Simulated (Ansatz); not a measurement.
# Al$_{2}$Cu: a changed input and its effect

System: Al$_{2}$Cu (Fmm2, 3 atoms in the cell).
Method of run A: DFT PBEsol, scalar-relativistic, plane waves, PAW, PAW set soft_1, no spin polarisation (Ansatz 0.2.0).

The structure derives from a Materials Project entry. Text and figures count atoms from 1; the logs count them from 0 in places.

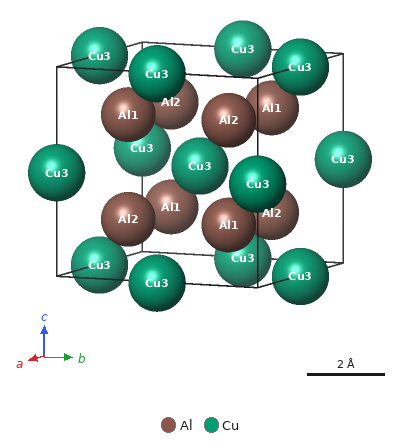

Fig. 1: The input geometry (spheres-only view of the cell 4 times as large as that of the calculation, set on its symmetry axes, seen slightly off an axis; atoms are numbered from 1 in the order of the input). An atom can appear more than once, as a periodic image.

**The input, run A**
```yaml
crystal:
  lattice:
    - [-1.9436262794, 1.9436262794, 2.863159453]
    - [1.9436262794, -1.9436262794, 2.863159453]
    - [1.9436262794, 1.9436262794, -2.863159453]
  atoms:
    - { symbol: Al, position: [0.7437133978, 0.2437133978, 0.4874267957] }
    - { symbol: Al, position: [0.2437133978, 0.7437133978, 0.4874267957] }
    - { symbol: Cu, position: [0.5053385641, 0.5053385641, 0.0106771283] }
basis:
  ecutwfc: 520.0
kpoints:
  mp_grid: { grid: [14, 14, 14] }
hamiltonian:
  xc: pbesol
  pseudopotentials: { kind: paw, azcp: { folder: soft_1 } }
scf:
  occupations: { method: gaussian, width: 0.15 }
output:
  forces: true
  stress: true
  eigenvalues: true
```

Launched with:
```bash
ansatz run input.yaml --threads 2 --pin off --max-ram 4096MiB --backend cpu --events-out ev --progress --plain --runs-dir out
```

Hardware: 2 threads of Arm Neoverse N1, 98 GiB of memory available, shared host.

**Output, shortened to warnings, some set-up lines, iterations and results (run A)**
```
Warning: [file] the record states the generating functional pbe (its physics header spells it `PBE`), which answers neither for hamiltonian.xc's functional nor for the pbesol family's — results may be inconsistent (PPs are generated against a specific XC)
Warning: [file] the record states the generating functional pbe (its physics header spells it `PBE`), which answers neither for hamiltonian.xc's functional nor for the pbesol family's — results may be inconsistent (PPs are generated against a specific XC)
Basis set: ecut = 520 eV, 1179 PW (Γ), exchange–correlation on 60×60×60 points (8 copies of the dense FFT grid, shifted against one another)
Symmetry: 4 space group operations
k-points: 428 of 2744 (time reversal used)
Initial density: superposition of atomic densities (chi_scale 0.1, normalization cell, long waves kept (reshape's long-wave potential 0.00 eV rms))
[...]
SCF iter   1: F=—  HF=-7642.200060 eV  |F-HF|=—  |Δ(HF+E_count)|=         —  Δρ=3.59e-1  dr2=3.75e1  ethr=3.10e-3  ⟨swp⟩=5.2  Hψ=35774  notcnv=0
SCF iter   2: F=—  HF=-7639.056634 eV  |F-HF|=—  |Δ(HF+E_count)|=    3.14e0  Δρ=1.22e-1  dr2=5.13e0  ethr=3.10e-3  ⟨swp⟩=2.7  Hψ=18220  notcnv=0  defer=83
SCF iter   3: F=—  HF=-7638.442989 eV  |F-HF|=—  |Δ(HF+E_count)|=   6.14e-1  Δρ=5.49e-2  dr2=1.18e0  ethr=3.10e-3  ⟨swp⟩=2.0  Hψ=12350  notcnv=0  defer=97
SCF iter   4: F=—  HF=-7638.291699 eV  |F-HF|=—  |Δ(HF+E_count)|=   1.51e-1  Δρ=1.31e-2  dr2=1.04e-1  ethr=3.10e-3  ⟨swp⟩=2.6  Hψ=11195  notcnv=0  defer=96
SCF iter   5: F=—  HF=-7638.279174 eV  |F-HF|=—  |Δ(HF+E_count)|=   1.25e-2  Δρ=1.11e-3  dr2=2.22e-4  ethr=4.16e-4  ⟨swp⟩=2.4  Hψ=14172  notcnv=0  defer=96
SCF iter   6: F=—  HF=-7638.280010 eV  |F-HF|=—  |Δ(HF+E_count)|=   8.36e-4  Δρ=5.09e-4  dr2=1.06e-4  ethr=8.87e-7  ⟨swp⟩=2.0  Hψ=12748  notcnv=0  defer=96
SCF iter   7: F=—  HF=-7638.279959 eV  |F-HF|=—  |Δ(HF+E_count)|=   5.04e-5  Δρ=1.72e-4  dr2=8.15e-6  ethr=4.22e-7  ⟨swp⟩=2.0  Hψ=12073  notcnv=0  defer=96
SCF iter   8: F=—  HF=-7638.279959 eV  |F-HF|=—  |Δ(HF+E_count)|=   4.78e-8  Δρ=2.51e-5  dr2=4.26e-7  ethr=3.26e-8  ⟨swp⟩=1.8  Hψ=11248  notcnv=0  defer=96
SCF iter   9: F=-7638.279959 eV  HF=-7638.279959 eV  |F-HF|=2.18e-8  |Δ(HF+E_count)|=   7.65e-8  Δρ=6.97e-6  dr2=3.85e-8  ethr=4.00e-10  ⟨swp⟩=6.0  Hψ=34154  notcnv=0
SCF 1 converged in 9 iterations: F = -7638.279959 eV  dr2 = 3.85e-8
SCF converged after 9 iterations
Free energy (F): -7638.279959 eV
Harris-Foulkes:  -7638.279959 eV  (|F-HF|=2.18e-8)
Internal energy: -7638.270337 eV  (E = F + TS)
E sigma→0 (E₀):  -7638.275148 eV
Entropy (-TS):   -0.009623 eV (-3.208 meV/atom)
Fermi energy:    10.288604 eV
--- Per-component energies (eV) ---
  E_band       = -474.473064
  E_kinetic    = 315.004398
  E_local      = -6227.491839  (includes V_loc(G=0)·N_el)
  E_nonlocal   = 901.418588
  E_hartree    = 2712.629090
  E_xc         = -147.180317
  E_vxc        = -152.540601  (∫ρ·V_xc dr)
  E_paw        = -2686.288534  (= ΣΔE_a)
  E_vpaw       = -736.132140  (= ΣTr[D̂ρ^β])
  E_aug_tail   = 0.000347  (compensation charges beyond the density's cutoff)
  E_ewald      = -2506.606550
  E_core_change = 0.244481  (= ΣΔE_core)
  E_smearing   = -0.009623  (= −TS)
  E_closure    = -0.000000  (closes the sum)
  Σ components = -7638.279959   (vs F -7638.279959, Δ=0.00e0)
--- Forces (eV/Å), atoms counted from 1 ---
  atom   1  Al     0.22097096     0.22097096     0.00000000
  atom   2  Al     0.22097096     0.22097096    -0.00000000
  atom   3  Cu    -0.44194709    -0.44194709     0.00000000
  max |Σ_I F_I| component: 5.18e-6 eV/Å
--- Stress (GPa, compression-positive) ---
       12.035172      -0.115170      -0.000000
       -0.115170      12.035172       0.000000
       -0.000000       0.000000       7.471954
  P = ⅓ Tr σ = 10.5141 GPa (105.141 kbar)
```

For run B the input was changed thus:
```diff
-    - [-1.9436262794, 1.9436262794, 2.863159453]
-    - [1.9436262794, -1.9436262794, 2.863159453]
-    - [1.9436262794, 1.9436262794, -2.863159453]
+    - [-1.9976833853, 1.9976833853, 2.863159453]
+    - [1.9976833853, -1.9976833853, 2.863159453]
+    - [1.9976833853, 1.9976833853, -2.863159453]
```

What does this change do to the results?

With the same functional and potentials, run B lies 38.7 meV per atom lower. The pressure goes from 10.51 to 3.17 GPa. The largest force goes from 0.625 to 0.542 eV/Å. The volume per atom goes from 14.42 to 15.23 Å³. The number of SCF iterations is the same. The plane waves at Γ go from 1179 to 1243.

**Output, shortened to warnings, some set-up lines, iterations and results (run B)**
```
Warning: [file] the record states the generating functional pbe (its physics header spells it `PBE`), which answers neither for hamiltonian.xc's functional nor for the pbesol family's — results may be inconsistent (PPs are generated against a specific XC)
Warning: [file] the record states the generating functional pbe (its physics header spells it `PBE`), which answers neither for hamiltonian.xc's functional nor for the pbesol family's — results may be inconsistent (PPs are generated against a specific XC)
Basis set: ecut = 520 eV, 1243 PW (Γ), exchange–correlation on 60×60×60 points (8 copies of the dense FFT grid, shifted against one another)
Symmetry: 4 space group operations
k-points: 428 of 2744 (time reversal used)
Initial density: superposition of atomic densities (chi_scale 0.1, normalization cell, long waves kept (reshape's long-wave potential 0.00 eV rms))
[...]
SCF iter   1: F=—  HF=-7642.190004 eV  |F-HF|=—  |Δ(HF+E_count)|=         —  Δρ=3.49e-1  dr2=3.79e1  ethr=3.10e-3  ⟨swp⟩=5.2  Hψ=35538  notcnv=0
SCF iter   2: F=—  HF=-7639.174515 eV  |F-HF|=—  |Δ(HF+E_count)|=    3.02e0  Δρ=1.23e-1  dr2=5.45e0  ethr=3.10e-3  ⟨swp⟩=2.5  Hψ=18116  notcnv=0  defer=76
SCF iter   3: F=—  HF=-7638.561958 eV  |F-HF|=—  |Δ(HF+E_count)|=   6.13e-1  Δρ=5.39e-2  dr2=1.22e0  ethr=3.10e-3  ⟨swp⟩=2.0  Hψ=12334  notcnv=0  defer=88
SCF iter   4: F=—  HF=-7638.410739 eV  |F-HF|=—  |Δ(HF+E_count)|=   1.51e-1  Δρ=1.34e-2  dr2=1.14e-1  ethr=3.10e-3  ⟨swp⟩=2.6  Hψ=11256  notcnv=0  defer=90
SCF iter   5: F=—  HF=-7638.395272 eV  |F-HF|=—  |Δ(HF+E_count)|=   1.55e-2  Δρ=1.23e-3  dr2=3.33e-4  ethr=4.55e-4  ⟨swp⟩=2.6  Hψ=14252  notcnv=0  defer=90
SCF iter   6: F=—  HF=-7638.396023 eV  |F-HF|=—  |Δ(HF+E_count)|=   7.51e-4  Δρ=5.15e-4  dr2=1.33e-4  ethr=1.33e-6  ⟨swp⟩=2.0  Hψ=12806  notcnv=0  defer=90
SCF iter   7: F=—  HF=-7638.395969 eV  |F-HF|=—  |Δ(HF+E_count)|=   5.44e-5  Δρ=2.20e-4  dr2=1.42e-5  ethr=5.33e-7  ⟨swp⟩=2.0  Hψ=10890  notcnv=0  defer=90
SCF iter   8: F=—  HF=-7638.395968 eV  |F-HF|=—  |Δ(HF+E_count)|=   3.58e-7  Δρ=3.03e-5  dr2=7.14e-7  ethr=5.67e-8  ⟨swp⟩=1.1  Hψ=7418  notcnv=0  defer=90
SCF iter   9: F=-7638.395968 eV  HF=-7638.395968 eV  |F-HF|=4.25e-8  |Δ(HF+E_count)|=   1.36e-7  Δρ=7.76e-6  dr2=5.44e-8  ethr=4.00e-10  ⟨swp⟩=6.1  Hψ=35092  notcnv=0
SCF 1 converged in 9 iterations: F = -7638.395968 eV  dr2 = 5.44e-8
SCF converged after 9 iterations
Free energy (F): -7638.395968 eV
Harris-Foulkes:  -7638.395968 eV  (|F-HF|=4.25e-8)
Internal energy: -7638.385865 eV  (E = F + TS)
E sigma→0 (E₀):  -7638.390917 eV
Entropy (-TS):   -0.010104 eV (-3.368 meV/atom)
Fermi energy:    9.582638 eV
--- Per-component energies (eV) ---
  E_band       = -487.785779
  E_kinetic    = 311.940825
  E_local      = -6304.085949  (includes V_loc(G=0)·N_el)
  E_nonlocal   = 901.610203
  E_hartree    = 2744.981013
  E_xc         = -145.829403
  E_vxc        = -150.807841  (∫ρ·V_xc dr)
  E_paw        = -2686.349599  (= ΣΔE_a)
  E_vpaw       = -736.417194  (= ΣTr[D̂ρ^β])
  E_aug_tail   = 0.000357  (compensation charges beyond the density's cutoff)
  E_ewald      = -2460.897792
  E_core_change = 0.244481  (= ΣΔE_core)
  E_smearing   = -0.010104  (= −TS)
  E_closure    = -0.000000  (closes the sum)
  Σ components = -7638.395968   (vs F -7638.395968, Δ=0.00e0)
--- Forces (eV/Å), atoms counted from 1 ---
  atom   1  Al     0.19163765     0.19163765     0.00000000
  atom   2  Al     0.19163765     0.19163765    -0.00000000
  atom   3  Cu    -0.38328541    -0.38328541     0.00000000
  max |Σ_I F_I| component: 1.01e-5 eV/Å
--- Stress (GPa, compression-positive) ---
        3.597194      -0.094939      -0.000000
       -0.094939       3.597194       0.000000
       -0.000000       0.000000       2.320268
  P = ⅓ Tr σ = 3.1716 GPa (31.716 kbar)
```

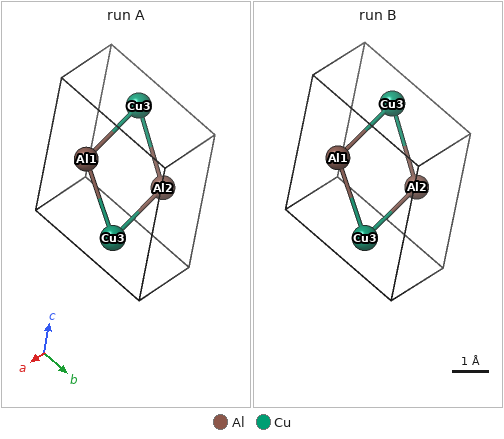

Fig. 2: The two input geometries at one scale (ball-and-stick view of the cell of the calculation, seen slightly off an axis). No atom moves by more than 0.005 Å relative to the cell. The drawn cell changes as follows: a = b = c 3.969 → 4.022 Å (+1.3 %), α 121.4° → 120.4°, β 121.4° → 120.4°, γ 87.7° → 89.2°; the volume changes by +5.6 %. Among the contacts that change: Al1–Cu3 2.451 → 2.496 Å.

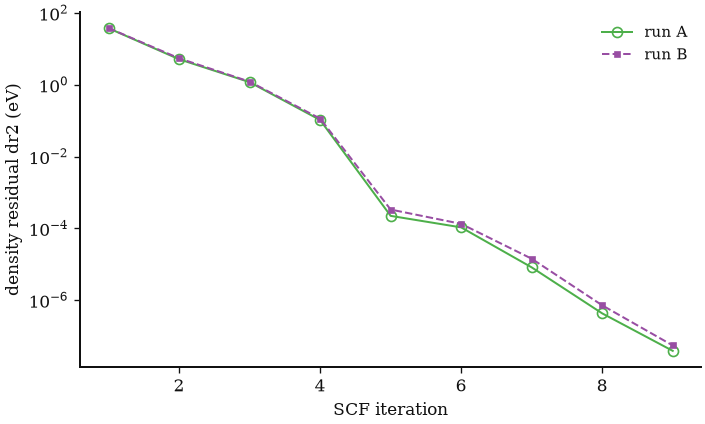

Fig. 3: Convergence of the two runs: density residual dr2 against the SCF iteration. Run A takes 9 iterations in all, and run B takes 9.

**The two runs side by side**

```csv
quantity,run A,run B
outcome,converged,converged
free energy per atom (eV),−2546.0933,−2546.1320
"energy per atom, smearing taken to zero (eV)",−2546.0917,−2546.1303
gap on the mesh (eV),0.00,0.00
pressure (GPa),10.51,3.17
volume per atom (Å³),14.42,15.23
largest force (eV/Å),0.625,0.542
SCF iterations,9,9
irreducible k-points,428,428
plane waves at Γ,1179,1243
wall time (shared host),38 s,45 s
```

For both runs: Warnings: the PAW datasets were made with another functional. For run A: The cell is under a pressure of 10.5 GPa at this level, so it is not at its equilibrium volume.
